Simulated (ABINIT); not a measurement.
Run report: Ge, phonons q calculation (part 1 of 2)

System: Ge (Fd-3m, 2 atoms in the cell).
Method: Kohn-Sham DFT of a periodic cell, PBE, JTH PAW PBE v2.0, no spin polarisation (ABINIT 10.8.3).

The structure derives from an entry of the Crystallography Open Database.

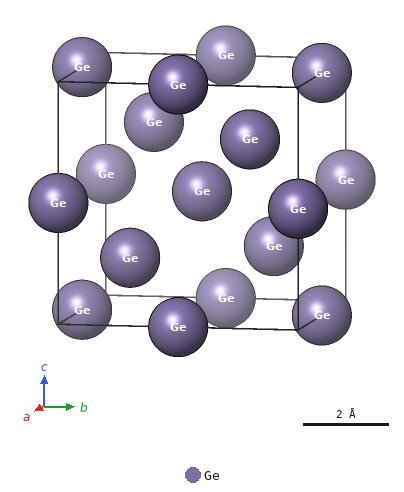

*The input geometry (spheres-only view of the cell 4 times as large as that of the calculation, set on its symmetry axes, seen slightly off an axis).*

**Input**
```
# Datasets
ndtset 2

# Pseudopotentials
pp_dirpath "./"
pseudos "Ge.GGA_PBE-JTH.xml"

# Structure
acell 3*1.0 Angstrom
rprim
     0.0000000000     2.8848571200     2.8848571200
     2.8848571200     0.0000000000     2.8848571200
     2.8848571200     2.8848571200     0.0000000000
ntypat 1
znucl 32
natom 2
typat 1 1
chkprim 0
chksymtnons 0
tolsym 1.0e-6
xred
            3/4            3/4            3/4
            1/2            1/2            1/2

# Plane-wave basis
ecut 22.0
pawecutdg 44.0
ecutsm 0.5

# k points
ngkpt 4 4 4
nshiftk 4
shiftk
     0.5000000000     0.5000000000     0.5000000000
     0.5000000000     0.0000000000     0.0000000000
     0.0000000000     0.5000000000     0.0000000000
     0.0000000000     0.0000000000     0.5000000000

# Exchange and correlation
ixc 11

# Bands and occupations
nband 22
occopt 3
tsmear 0.00183747

# SCF cycle
nstep 80

# Output
prteig 0
prtebands 0
prtwf 0
prtden 0
prtpot 0

# Dataset 1: ground state
kptopt1 1
tolvrs1 1.0e-11
prtwf1 1
tolwfr1 1.0e-14
nbdbuf1 4
nline1 6

# Dataset 2: atomic displacements at q = 0.5 0.25 0.75
rfphon2 1
rfatpol2 1 2
rfdir2 1 1 1
getwfk2 1
kptopt2 3
nqpt2 1
qpt2 1/2 1/4 3/4
tolvrs2 1.0e-8
```

Launched with:
```bash
abinit run.abi > log 2>&1
```

**Output**
```
.Version 10.8.3 of ABINIT
 DATASET    1 : space group Fd -3 m (#227); Bravais cF (face-center cubic)
================================================================================
 Values of the parameters that define the memory need for DATASET  1.
     intxc =       0    ionmov =       0      iscf =      17    lmnmax =      18
     lnmax =       6     mgfft =      36  mpssoang =       3    mqgrid =    3001
     natom =       2  nloc_mem =       2    nspden =       1   nspinor =       1
    nsppol =       1      nsym =      48    n1xccc =       1    ntypat =       1
    occopt =       3   xclevel =       2
       mpw =        1607          nfft =       46656          nkpt =          10
 PAW method is used; the additional fine FFT grid is defined by:
   mgfftf=        48    nfftf =    110592
================================================================================
================================================================================

 DATASET    2 : space group Fd -3 m (#227); Bravais cF (face-center cubic)
================================================================================
 Values of the parameters that define the memory need for DATASET  2 (RF).
     intxc =       0      iscf =       7    lmnmax =      18     lnmax =       6
     mgfft =      36  mpssoang =       3    mqgrid =    3001     natom =       2
  nloc_mem =       2    nspden =       1   nspinor =       1    nsppol =       1
      nsym =      48    n1xccc =       1    ntypat =       1    occopt =       3
   xclevel =       2
      nfft =       46656          nkpt =         256
================================================================================
================================================================================

--------------------------------------------------------------------------------
------------- Echo of variables that govern the present computation ------------
--------------------------------------------------------------------------------
 -outvars: echo values of preprocessed input variables --------
            acell      1.8897261259E+00  1.8897261259E+00  1.8897261259E+00 Bohr
              amu      7.26100000E+01
          chkprim           0
      chksymtnons           0
             ecut      2.20000000E+01 Hartree
           ecutsm      5.00000000E-01 Hartree
           getwfk1          0
           getwfk2          1
             iscf1         17
             iscf2          7
              ixc          11
           jdtset        1    2
                       outvar_i_n : Printing only first  50 k-points.
           kptopt1          1
           kptopt2          3
         kptrlatt        4   -4    4     -4    4    4     -4   -4    4
          kptrlen      4.36127190E+01
            natom           2
            nband1         22
            nband2         22
           nbdbuf1          4
           nbdbuf2          2
           ndtset           2
            ngfft          36      36      36
          ngfftdg          48      48      48
             nkpt1         10
             nkpt2        256
            nline1          6
            nline2          4
             nqpt1          0
             nqpt2          1
            nstep          80
             nsym          48
           ntypat           1
                       prtocc : prtvol=0, do not print more k-points.
           occopt           3
        optdriver1          0
        optdriver2          1
        pawecutdg      4.40000000E+01 Hartree
         pawxcdev           0
           prtden           0
        prtebands           0
           prteig           0
            prtwf1          1
            prtwf2          0
              qpt1     0.00000000E+00  0.00000000E+00  0.00000000E+00
              qpt2     5.00000000E-01  2.50000000E-01  7.50000000E-01
           rfphon1          0
           rfphon2          1
            rprim      0.0000000000E+00  2.8848571200E+00  2.8848571200E+00
                       2.8848571200E+00  0.0000000000E+00  2.8848571200E+00
                       2.8848571200E+00  2.8848571200E+00  0.0000000000E+00
           shiftk      5.00000000E-01  5.00000000E-01  5.00000000E-01
          spgroup         227
           tolsym      1.00000000E-06
           tolvrs1     1.00000000E-11
           tolvrs2     1.00000000E-08
           tolwfr1     1.00000000E-14
           tolwfr2     0.00000000E+00
           tsmear      1.83747000E-03 Hartree
            typat      1  1
           useylm           1
                       outvars : Printing only first  50 k-points.
           xangst      4.3272856800E+00  4.3272856800E+00  4.3272856800E+00
                       2.8848571200E+00  2.8848571200E+00  2.8848571200E+00
            xcart      8.1773848038E+00  8.1773848038E+00  8.1773848038E+00
                       5.4515898692E+00  5.4515898692E+00  5.4515898692E+00
             xred      7.5000000000E-01  7.5000000000E-01  7.5000000000E-01
                       5.0000000000E-01  5.0000000000E-01  5.0000000000E-01
            znucl       32.00000

================================================================================

 chkinp: Checking input parameters for consistency, jdtset=   1.

 chkinp: Checking input parameters for consistency, jdtset=   2.

================================================================================
== DATASET  1 ==================================================================

--- !DatasetInfo
iteration_state: {dtset: 1, }
dimensions: {natom: 2, nkpt: 10, mband: 22, nsppol: 1, nspinor: 1, nspden: 1, mpw: 1607, }
cutoff_energies: {ecut:  22.0, pawecutdg:  44.0, }
electrons: {nelect:   2.80000000E+01, charge:   0.00000000E+00, occopt:   3.00000000E+00, tsmear:   1.83747000E-03, }
meta: {optdriver: 0, ionmov: 0, optcell: 0, iscf: 17, paral_kgb: 0, }
...

 Exchange-correlation functional for the present dataset will be:
  GGA: Perdew-Burke-Ernzerhof functional - ixc=11
  J.P.Perdew, K.Burke, M.Ernzerhof, PRL 77, 3865 (1996)

 Real(R)+Recip(G) space primitive vectors, cartesian coordinates (Bohr,Bohr^-1):
 R(1)=  0.0000000  5.4515899  5.4515899  G(1)= -0.0917164  0.0917164  0.0917164
 R(2)=  5.4515899  0.0000000  5.4515899  G(2)=  0.0917164 -0.0917164  0.0917164
 R(3)=  5.4515899  5.4515899  0.0000000  G(3)=  0.0917164  0.0917164 -0.0917164
 Unit cell volume ucvol=  3.2404067E+02 bohr^3
 Angles (23,13,12)=  6.00000000E+01  6.00000000E+01  6.00000000E+01 degrees

 Coarse grid specifications (used for wave-functions):

 getcut: wavevector=  0.0000  0.0000  0.0000  ngfft=  36  36  36
         ecut(hartree)=     22.000   => boxcut(ratio)=   2.21150

 getcut : COMMENT -
  Note that boxcut > 2.2 ; recall that boxcut=Gcut(box)/Gcut(sphere) = 2
  is sufficient for exact treatment of convolution.
  Such a large boxcut is a waste : you could raise ecut
  e.g. ecut=   26.899141 Hartrees makes boxcut=2

 Fine grid specifications (used for densities):

 getcut: wavevector=  0.0000  0.0000  0.0000  ngfft=  48  48  48
         ecut(hartree)=     44.000   => boxcut(ratio)=   2.08503

--- Pseudopotential description ------------------------------------------------
- pspini: atom type   1  psp file is ./Ge.GGA_PBE-JTH.xml
 Pseudopotential format is: paw10
 basis_size (lnmax)=  6 (lmn_size= 18), orbitals=   0   0   1   1   2   2
 Spheres core radius: rc_sph= 2.30476891
 Shapefunction is SIN type: shapef(r)=[sin(pi*r/rshp)/(pi*r/rshp)]**2
 Radius for shape functions =  1.99988291
 Compensation charge density is not taken into account in XC energy/potential

   1.13473484E+03                                ecore*ucvol(ha*bohr**3)
--------------------------------------------------------------------------------

================================================================================

--- !BeginCycle
iteration_state: {dtset: 1, }
solver: {iscf: 17, nstep: 80, nline: 6, wfoptalg: 10, }
tolerances: {tolwfr: 1.00E-14, tolvrs: 1.00E-11, }
...

     iter   Etot(hartree)      deltaE(h)  residm     nres2
 ETOT  1  -190.84273592497    -1.908E+02 4.491E-01 2.851E+00
 ETOT  2  -191.16022230073    -3.175E-01 1.484E-04 4.826E-01
 ETOT  3  -191.15896729517     1.255E-03 8.512E-05 4.098E-02
 ETOT  4  -191.15898592436    -1.863E-05 1.439E-05 5.956E-03
 ETOT  5  -191.15903750799    -5.158E-05 2.188E-05 1.672E-03
 ETOT  6  -191.15905047233    -1.296E-05 2.906E-06 1.158E-04
 ETOT  7  -191.15905033195     1.404E-07 4.855E-07 2.644E-05
 ETOT  8  -191.15905028583     4.612E-08 2.841E-08 7.826E-07
 ETOT  9  -191.15905029194    -6.108E-09 5.013E-09 4.756E-07
 ETOT 10  -191.15905028738     4.560E-09 2.577E-09 3.128E-08
 ETOT 11  -191.15905028734     4.073E-11 1.260E-10 5.181E-10
 ETOT 12  -191.15905028735    -1.398E-11 9.416E-13 4.292E-10
 ETOT 13  -191.15905028735     1.648E-12 2.388E-12 4.575E-11
 ETOT 14  -191.15905028735     9.948E-13 9.931E-15 2.076E-11
 ETOT 15  -191.15905028735    -3.695E-13 5.609E-14 5.135E-13
 ETOT 16  -191.15905028735    -6.253E-13 9.786E-15 1.434E-13

 At SCF step   16  max residual=  9.79E-15 < tolwfr=  1.00E-14 AND nres2   =  1.43E-13 < tolvrs=  1.00E-11 =>converged.

 Cartesian components of stress tensor (hartree/bohr^3)
  sigma(1 1)=  7.33320526E-06  sigma(3 2)=  0.00000000E+00
  sigma(2 2)=  7.33320526E-06  sigma(3 1)=  0.00000000E+00
  sigma(3 3)=  7.33320526E-06  sigma(2 1)=  0.00000000E+00

--- !ResultsGS
iteration_state: {dtset: 1, }
comment   : Summary of ground state results
lattice_vectors:
- [  0.0000000,   5.4515899,   5.4515899, ]
- [  5.4515899,   0.0000000,   5.4515899, ]
- [  5.4515899,   5.4515899,   0.0000000, ]
lattice_lengths: [   7.70971,    7.70971,    7.70971, ]
lattice_angles: [ 60.000,  60.000,  60.000, ] # degrees, (23, 13, 12)
lattice_volume:   3.2404067E+02
convergence: {deltae: -6.253E-13, res2:  1.434E-13, residm:  9.786E-15, diffor: null, }
etotal    :  -1.91159050E+02
entropy   :   0.00000000E+00
fermie    :   2.28905319E-01
cartesian_stress_tensor: # hartree/bohr^3
- [  7.33320526E-06,   0.00000000E+00,   0.00000000E+00, ]
- [  0.00000000E+00,   7.33320526E-06,   0.00000000E+00, ]
- [  0.00000000E+00,   0.00000000E+00,   7.33320526E-06, ]
pressure_GPa:  -2.1575E-01
xred      :
- [  7.5000E-01,   7.5000E-01,   7.5000E-01, Ge]
- [  5.0000E-01,   5.0000E-01,   5.0000E-01, Ge]
cartesian_forces: # hartree/bohr
- [ -0.00000000E+00,  -0.00000000E+00,  -0.00000000E+00, ]
- [ -0.00000000E+00,  -0.00000000E+00,  -0.00000000E+00, ]
force_length_stats: {min:   0.00000000E+00, max:   0.00000000E+00, mean:   0.00000000E+00, }
...

 Integrated electronic density in atomic spheres:
 ------------------------------------------------
 Atom  Sphere_radius  Integrated_density
    1        2.30477         12.33651874
    2        2.30477         12.33651874

================================================================================

 ----iterations are completed or convergence reached----

 Mean square residual over all n,k,spin=   32.604E-16; max=  97.859E-16
 reduced coordinates (array xred) for    2 atoms
       0.750000000000      0.750000000000      0.750000000000
       0.500000000000      0.500000000000      0.500000000000
 rms dE/dt=  0.0000E+00; max dE/dt=  0.0000E+00; dE/dt below (all hartree)
    1       0.000000000000      0.000000000000      0.000000000000
    2       0.000000000000      0.000000000000      0.000000000000

 cartesian coordinates (angstrom) at end:
    1      4.32728568000000     4.32728568000000     4.32728568000000
    2      2.88485712000000     2.88485712000000     2.88485712000000

 cartesian forces (hartree/bohr) at end:
    1     -0.00000000000000    -0.00000000000000    -0.00000000000000
    2     -0.00000000000000    -0.00000000000000    -0.00000000000000
 frms,max,avg= 0.0000000E+00 0.0000000E+00   0.000E+00  0.000E+00  0.000E+00 h/b
```
